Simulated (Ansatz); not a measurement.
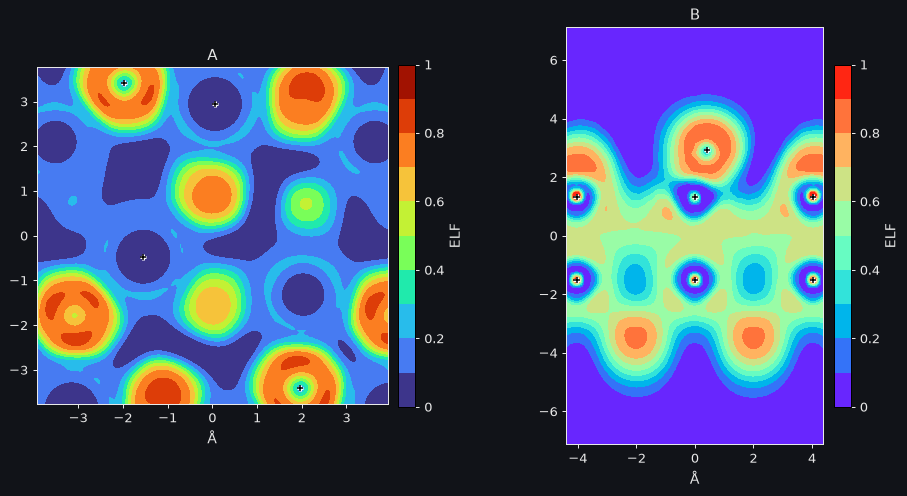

The ELF of 2 systems, each on a plane through atoms (crosses mark nuclei in the plane).

Computed with Ansatz, DFT PBE, scalar-relativistic, plane waves, PAW.

System 1: SnO2, the (111) plane of the conventional cell. Space group Pbcn; a structure from a database of computed crystals, not necessarily the ambient phase; PAW files of the earlier set (soft_1).

System 2: Al16O (slab), the (100) plane of the calculation cell, a cut from vacuum to vacuum. PAW files of the earlier set (soft_1).

```yaml
crystal:
  lattice:
    - [5.71352, 0.00000, 0.00000]
    - [0.00000, 8.08013, 0.00000]
    - [0.00000, 0.00000, 19.74328]
  atoms:
    - { symbol: Al, position: [0.25000, 0.25000, 0.20260] }
    - { symbol: Al, position: [0.25000, 0.75000, 0.20260] }
    - { symbol: Al, position: [0.75000, 0.25000, 0.20260] }
    - { symbol: Al, position: [0.75000, 0.75000, 0.20260] }
    - { symbol: Al, position: [0.00000, 0.00000, 0.27495] }
    - { symbol: Al, position: [0.00000, 0.50000, 0.27495] }
    - { symbol: Al, position: [0.50000, 0.00000, 0.27495] }
    - { symbol: Al, position: [0.50000, 0.50000, 0.27495] }
    - { symbol: Al, position: [0.25000, 0.25000, 0.34955] }
    - { symbol: Al, position: [0.25000, 0.75000, 0.34955] }
    - { symbol: Al, position: [0.75000, 0.25000, 0.34955] }
    - { symbol: Al, position: [0.75000, 0.75000, 0.34955] }
    - { symbol: Al, position: [0.00000, 0.00000, 0.41752] }
    - { symbol: Al, position: [0.00000, 0.50000, 0.41752] }
    - { symbol: Al, position: [0.50000, 0.00000, 0.41752] }
    - { symbol: Al, position: [0.50000, 0.50000, 0.41752] }
    - { symbol: O, position: [0.00000, 0.05000, 0.49922] }
```

> Match each panel to its system.

Panel A is system 1, SnO2: the plane holds Sn and O. Sn–O (2.09 Å): the ELF peaks at about 0.80 in the valence shell of O, 0.6 Å from its nucleus, and is about 0.25 at the midpoint; no shared electron pair shows on this line. Panel B is system 2, Al16O: the plane holds Al and O. Al–O (1.66 Å): the ELF peaks at about 0.80 in the valence shell of O, 0.7 Å from its nucleus, and is about 0.75 at the midpoint.
